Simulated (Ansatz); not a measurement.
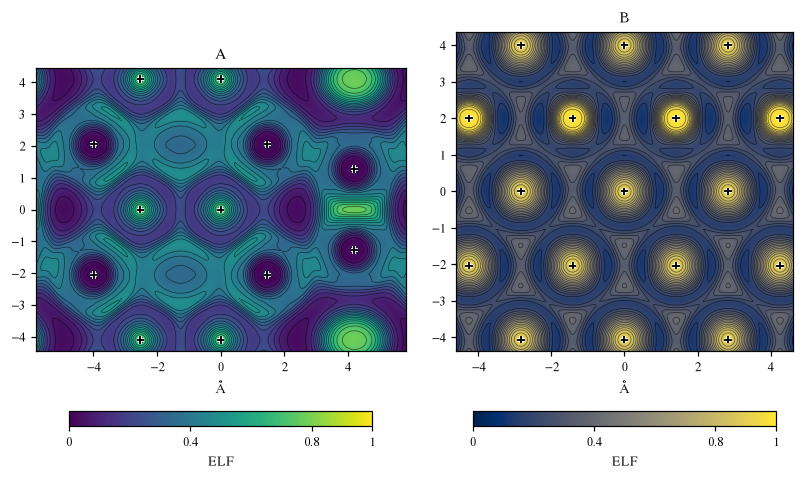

The ELF of 2 systems, each on a plane through atoms (crosses mark nuclei in the plane).

Computed with DFT r2SCAN, scalar-relativistic, plane waves, PAW (Ansatz 0.2.0).

System 1: NiGe2, the (011̄) plane of the conventional cell. Space group Cmce; a structure generated by program, which may or may not match a known phase; computed pressure about −4 GPa in this cell; computed without spin polarisation.

```yaml
crystal:
  lattice:
    - [10.93183, 0.00000, 0.00000]
    - [0.00000, 5.80869, 0.00000]
    - [0.00000, 0.00000, 5.80230]
  atoms:
    - { symbol: Ni, position: [0.11538, 0.00000, 0.50000] }
    - { symbol: Ni, position: [0.61538, 0.50000, 0.50000] }
    - { symbol: Ni, position: [0.38462, 0.00000, 0.00000] }
    - { symbol: Ni, position: [0.88462, 0.50000, 0.00000] }
    - { symbol: Ni, position: [0.38462, 0.50000, 0.50000] }
    - { symbol: Ni, position: [0.88462, 0.00000, 0.50000] }
    - { symbol: Ni, position: [0.11538, 0.50000, 0.00000] }
    - { symbol: Ni, position: [0.61538, 0.00000, 0.00000] }
    - { symbol: Ge, position: [0.00000, 0.15468, 0.84363] }
    - { symbol: Ge, position: [0.50000, 0.65468, 0.84363] }
    - { symbol: Ge, position: [0.00000, 0.34532, 0.34363] }
    - { symbol: Ge, position: [0.50000, 0.84532, 0.34363] }
    - { symbol: Ge, position: [0.00000, 0.65468, 0.65637] }
    - { symbol: Ge, position: [0.50000, 0.15468, 0.65637] }
    - { symbol: Ge, position: [0.00000, 0.84532, 0.15637] }
    - { symbol: Ge, position: [0.50000, 0.34532, 0.15637] }
    - { symbol: Ge, position: [0.25000, 0.24866, 0.75000] }
    - { symbol: Ge, position: [0.75000, 0.74866, 0.75000] }
    - { symbol: Ge, position: [0.25000, 0.75134, 0.25000] }
    - { symbol: Ge, position: [0.75000, 0.25134, 0.25000] }
    - { symbol: Ge, position: [0.25000, 0.25134, 0.25000] }
    - { symbol: Ge, position: [0.75000, 0.75134, 0.25000] }
    - { symbol: Ge, position: [0.25000, 0.74866, 0.75000] }
    - { symbol: Ge, position: [0.75000, 0.24866, 0.75000] }
```

System 2: Fe3Co, the (010) plane of the conventional cell. Space group Cmmm; a structure generated by program, which may or may not match a known phase; spin-polarised.

```yaml
crystal:
  lattice:
    - [2.83915, 0.00000, 0.00000]
    - [0.00000, 4.03209, 0.00000]
    - [0.00000, 0.00000, 8.05829]
  atoms:
    - { symbol: Fe, position: [0.00000, 0.50000, 0.75191] }
    - { symbol: Fe, position: [0.50000, 0.00000, 0.75191] }
    - { symbol: Fe, position: [0.00000, 0.00000, 0.50000] }
    - { symbol: Fe, position: [0.50000, 0.50000, 0.50000] }
    - { symbol: Fe, position: [0.00000, 0.50000, 0.24809] }
    - { symbol: Fe, position: [0.50000, 0.00000, 0.24809] }
    - { symbol: Co, position: [0.00000, 0.00000, 0.00000] }
    - { symbol: Co, position: [0.50000, 0.50000, 0.00000] }
```

Match each panel to its system.

Panel A is system 1, NiGe2: the plane holds Ni and Ge. Ni–Ge (2.52 Å): the ELF is about 0.45 at the midpoint. Panel B is system 2, Fe3Co: the plane holds Fe and Co. Fe–Co (2.45 Å): the ELF is about 0.25 at the midpoint: no localised pair shows between them.
